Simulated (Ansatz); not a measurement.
**A series of single points on C**

System: C (4 atoms in the cell).
Method: DFT r2SCAN, scalar-relativistic, plane waves, PAW, no spin polarisation (Ansatz 0.2.0).

The 5 runs differ only in the geometry, by an even scaling of the cell at fixed fractional positions. The structure derives from an entry of the Crystallography Open Database.

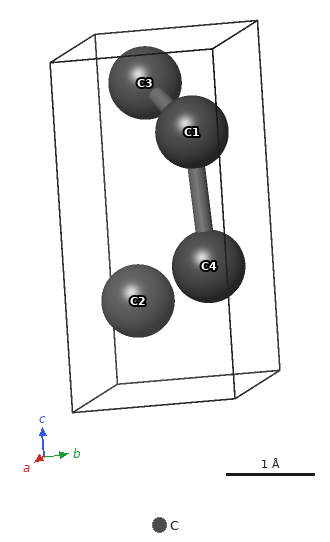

Figure 1. The structure of run 3 (ball-and-stick view of the cell of the calculation, seen slightly off an axis; atoms are numbered from 1 in the order of the input).

## Input of run 3
```yaml
crystal:
  lattice:
    - [0.0, -1.7801161419, -1.7801161419]
    - [-1.7801161419, 0.0, -1.7801161419]
    - [1.7801161419, 1.7801161419, -3.5602322838]
  atoms:
    - { symbol: C, position: [0.7374556964, 0.7661712329, 0.7499999949] }
    - { symbol: C, position: [0.2625443036, 0.2338287671, 0.2500000051] }
    - { symbol: C, position: [0.3624556964, 0.3911712329, 0.8749999949] }
    - { symbol: C, position: [0.8875443036, 0.8588287671, 0.3750000051] }
basis:
  ecutwfc: 520.0
kpoints:
  mp_grid: { grid: [12, 12, 10] }
hamiltonian:
  xc: r2scan
scf:
  occupations: { method: gaussian, width: 0.05 }
output:
  forces: true
  stress: true
  eigenvalues: true
```

Command:
```bash
ansatz run input.yaml --threads 1 --pin off --max-ram 2048MiB --backend cpu --events-out ev --progress --plain --runs-dir out
```

Run 2 differs from it as follows:
```diff
-    - [0.0, -1.7801161419, -1.7801161419]
-    - [-1.7801161419, 0.0, -1.7801161419]
-    - [1.7801161419, 1.7801161419, -3.5602322838]
+    - [0.0, -1.7578646901, -1.7578646901]
+    - [-1.7578646901, 0.0, -1.7578646901]
+    - [1.7578646901, 1.7578646901, -3.5157293803]
```

## Results, with one run withheld

| run | volume per atom (Å³) | free energy per atom, from the lowest run given (meV) | pressure (GPa) | gap on the mesh (eV) |
| --- | --- | --- | --- | --- |
| 1 | 5.228 | 47.58 | 39.23 | 4.57 |
| 2 | 5.432 | ? | ? | ? |
| 3 | 5.641 | 0.00 | −0.04 | 4.38 |
| 4 | 5.855 | 10.84 | −15.72 | 4.29 |
| 5 | 6.075 | 41.85 | −29.14 | 4.21 |

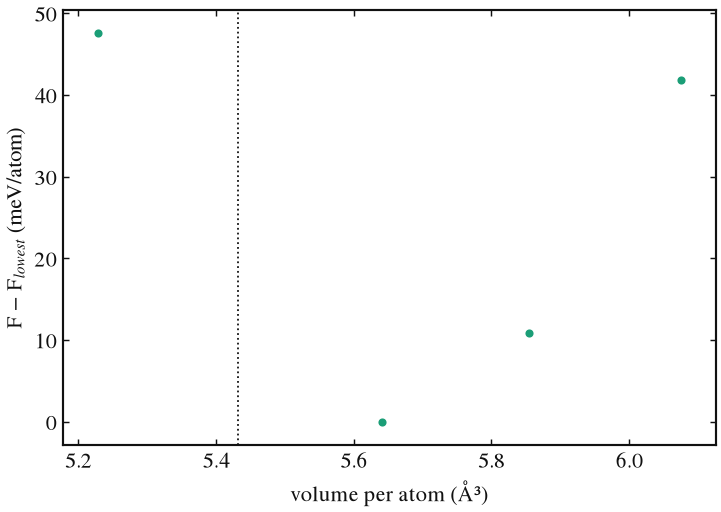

Figure 2. Free energy per atom of the runs given; the dotted line marks run 2.

Estimate the energy of run 2 from the others.

A quadratic polynomial in V^(−2/3) (the Birch–Murnaghan form), fitted to the 4 runs given, misses them by at most 0.06 meV per atom. With x = V^(−2/3) − 0.31393 Å⁻², it reads F = 0.48757 − 617.87 x + 1.7883e+05 x² (meV per atom). At run 2 it gives 11.27 meV per atom, and the run itself gives 11.47. The slope of the fit gives a pressure −dF/dV of 18.11 GPa there, and the run prints 18.16 GPa. The two needn't agree exactly: the fit is approximate, and the printed stress is taken on a finite basis. The fit has its minimum at 5.639 Å³ per atom, where V d²F/dV² gives 450 GPa. Cell shape and fractional positions are held, so this is the stiffness under even scaling; the relaxed bulk modulus wasn't computed. The gap on the mesh goes, without turning, from 4.57 eV in run 1 to 4.21 eV in run 5; run 2 has 4.48 eV. These are gaps of this functional on this mesh, which can miss the band edges; they aren't the measured gap.

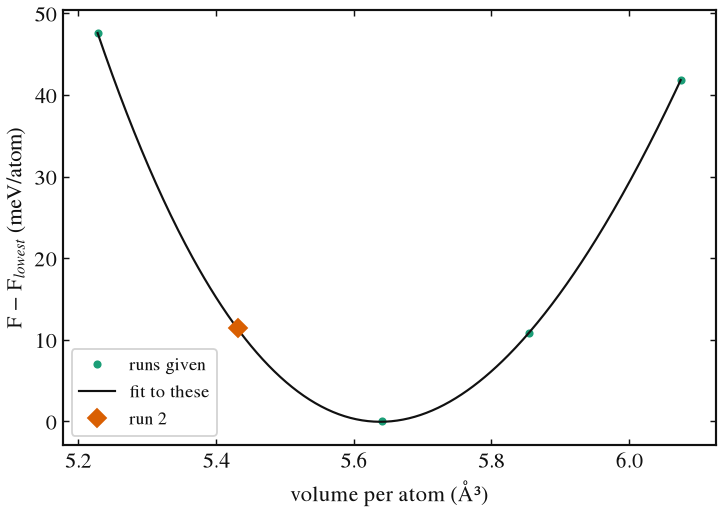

Figure 3. The fit and the withheld run.

## Output, shortened to warnings, some set-up lines, iterations and results (run 2)
```
Basis set: ecut = 520 eV, 555 PW (Γ), exchange–correlation on 80×80×144 points (64 copies of the dense FFT grid, shifted against one another)
Symmetry: 2 space group operations
k-points: 724 of 1440
Initial density: superposition of atomic densities (neutral atoms: chi_scale 0, normalization atom), corrected by the library's trained network
[...]
SCF iter   1: F=—  HF=-1006.020306 eV  |F-HF|=—  |Δ(HF+E_count)|=         —  Δρ=9.14e-3  dr2=5.16e-3  dr2_τ=8.61e-1  ethr=1.77e-3  ⟨swp⟩=5.7  Hψ=52488  notcnv=0
SCF iter   2: F=—  HF=-1006.139734 eV  |F-HF|=—  |Δ(HF+E_count)|=   1.19e-1  Δρ=5.77e-3  dr2=2.01e-3  dr2_τ=1.32e-4  ethr=3.22e-5  ⟨swp⟩=2.0  Hψ=23190  notcnv=0
SCF iter   3: F=—  HF=-1006.139805 eV  |F-HF|=—  |Δ(HF+E_count)|=   7.07e-5  Δρ=1.69e-3  dr2=1.88e-4  dr2_τ=3.19e-5  ethr=1.26e-5  ⟨swp⟩=2.1  Hψ=14261  notcnv=0
SCF iter   4: F=—  HF=-1006.139855 eV  |F-HF|=—  |Δ(HF+E_count)|=   5.05e-5  Δρ=2.83e-4  dr2=5.24e-6  dr2_τ=3.71e-7  ethr=1.17e-6  ⟨swp⟩=2.0  Hψ=13838  notcnv=0
SCF iter   5: F=—  HF=-1006.139858 eV  |F-HF|=—  |Δ(HF+E_count)|=   3.16e-6  Δρ=7.38e-5  dr2=8.83e-7  dr2_τ=7.14e-8  ethr=3.28e-8  ⟨swp⟩=2.7  Hψ=14444  notcnv=0
SCF iter   6: F=-1006.139858 eV  HF=-1006.139858 eV  |F-HF|=2.85e-8  |Δ(HF+E_count)|=   5.83e-8  Δρ=2.96e-5  dr2=5.77e-8  dr2_τ=8.46e-9  ethr=6.25e-10  ⟨swp⟩=3.3  Hψ=35970  …
SCF 1 converged in 6 iterations: F = -1006.139858 eV  dr2 = 5.77e-8
SCF converged after 6 iterations
Free energy (F): -1006.139858 eV
Harris-Foulkes:  -1006.139858 eV  (|F-HF|=2.85e-8)
Internal energy: -1006.139858 eV  (E = F + TS)
E sigma→0 (E₀):  -1006.139858 eV
Fermi energy:    16.344114 eV
--- Per-component energies (eV) ---
  E_band       = 68.868214
  E_kinetic    = 374.418099
  E_local      = -235.854546  (includes V_loc(G=0)·N_el)
  E_nonlocal   = 106.140386
  E_hartree    = 52.118542
  E_xc         = -193.326140
  E_vxc        = -267.238149  (∫ρ·V_xc dr)
  E_paw        = -403.391004  (= ΣΔE_a)
  E_vpaw       = -26.924657  (= ΣTr[D̂ρ^β])
  E_aug_tail   = 0.000016  (compensation charges beyond the density's cutoff)
  E_vtau       = 14.090511  (kinetic-family band-sum trace: ∫τ·v_τ [+ j·A + Jᵃ·Aᵃ] dr)
  E_ewald      = -706.146116
  E_core_change = -0.099095  (= ΣΔE_core)
  E_smearing   = -0.000000  (= −TS)
  E_closure    = -0.000000  (closes the sum)
  Σ components = -1006.139858   (vs F -1006.139858, Δ=0.00e0)
--- Forces (eV/Å), atoms counted from 1 ---
  atom   1  C      0.39982425    -0.31661298     0.09837867
  atom   2  C     -0.40417011     0.30723548    -0.08207638
  atom   3  C      0.40417011    -0.30723548     0.08207638
  atom   4  C     -0.39982425     0.31661298    -0.09837867
  max |Σ_I F_I| component: 0.00e0 eV/Å
--- Stress (GPa, compression-positive) ---
       17.874663       0.146879      -0.025453
        0.146879      18.130649       0.062582
       -0.025453       0.062582      18.485232
  P = ⅓ Tr σ = 18.1635 GPa (181.635 kbar)
```
